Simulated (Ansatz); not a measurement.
LiH (Fm-3m): refractive index against wavelength

The refractive index of LiH (Fm-3m) below the direct gap (3.02 eV on the mesh) is read from one computed spectrum, n = √(Re ε).

The structure is cubic, space group Fm-3m (No. 225). Conventional cell: a = 4.074 Å, b = 4.074 Å, c = 4.074 Å, α = 90.00°, β = 90.00°, γ = 90.00°. Li on site a is surrounded by 6 H at 2.04 Å. H on site b is surrounded by 6 Li at 2.04 Å.

Method: Ansatz 0.2.0, PBE, independent particles, k-mesh 12×12×12 with interpolation inside its cells, Gaussian parameter 0.15 eV.

Launch of the response step: `ansatz run input.yaml --threads 4 --pin off --max-ram 8192MiB --backend cpu --events-out ev --progress --plain --runs-dir out`. The run took 2 s, on 4 threads of Arm Neoverse V1, with other jobs on the host.

```tsv
wavelength (nm)	photon energy E (eV)	n
2000	0.620	2.0974
1550	0.800	2.1054
1310	0.946	2.1136
1064	1.165	2.1290
850	1.459	2.1566
700	1.771	2.1969
633	1.959	?
```

In the single-oscillator model n² − 1 = E₀E_d/(E₀² − E²), so 1/(n² − 1) = E₀/E_d − E²/(E₀E_d) is linear in E².

Working, on the rows shown:

| x = E² (eV²) | y = 1/(n² − 1) |
| --- | --- |
| 0.384302 | 0.294197 |
| 0.639837 | 0.291315 |
| 0.895757 | 0.288408 |
| 1.35784 | 0.283074 |
| 2.12762 | 0.273903 |
| 3.13716 | 0.261344 |

Means: x̄ = 1.4238, ȳ = 0.28204. Σ(x − x̄)(y − ȳ) = -0.06453, Σ(x − x̄)² = 5.409. Slope = -0.06453 / 5.409 = -0.01193; intercept = ȳ − slope · x̄ = 0.29902. Turned back into n, the line misses the rows shown by at most 0.00086.

Q: What does the fit predict for the withheld row, and how well does it do?

A: At x = 3.8364 the line gives y = 0.25326, that is 2.2245. The run gave 2.2283, so the extrapolation is off by 0.0038, 3 % of the range in the table.

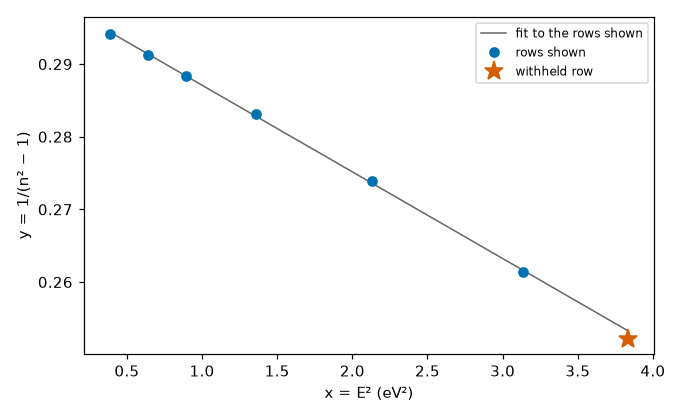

Refitted with all rows, the slope is -0.01214 and the intercept 0.29925. These give E₀ = √(intercept/−slope) = 4.96 eV and E_d = E₀/intercept = 16.6 eV; E₀ is 1.6 times the direct gap. The electronic limit at long wavelengths, without lattice vibrations, is n = √(1 + 1/intercept) = 2.084. The cell comes from an older database entry, whose edges can be off by a per cent or so. Excitons are left out and so are local fields; PBE gaps are as a rule too small.

[Logs are printed without paths, hosts, clocks, repeated set-up lines and the standing remarks that a program may print on its own settings, such as how far it seeks lower states.]
